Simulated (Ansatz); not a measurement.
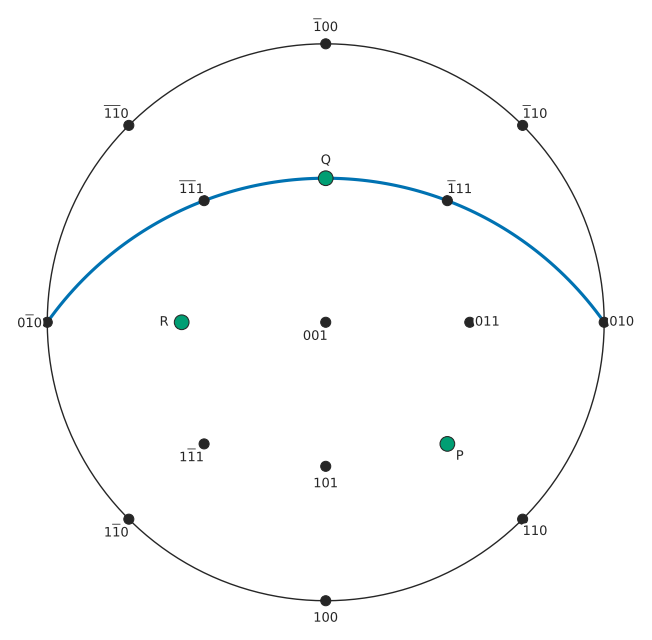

Crystal: Co, the geometry relaxed with DFT, BLYP, plane waves (420 eV) with PAW, scalar-relativistic (Ansatz); the starting structure was generated, so it need not be a known form of this composition. Stereographic projection of plane normals (upper hemisphere) centred on (0 0 1). Geometry calculated from the standardised cell; symmetry tolerance 0.002 Å.

a = 2.479 Å, b = 2.479 Å, c = 3.502 Å, α = 90.00°, β = 90.00°, γ = 90.00°.

Index the poles marked P, Q, R.

P is (1 1 1), 63.4° from the centre; Q is (−1 0 1), 54.7° from the centre; R is (0 −1 1), 54.7° from the centre.

Which zone does the coloured great circle trace?

The zone [1 0 1]: its poles satisfy h + l = 0.

What is the angle between the normals of (−1 1 1) and (0 −1 0), and what are their d_hkl = 1/|g|?

129.2°; d = 1.568 Å and 2.479 Å.
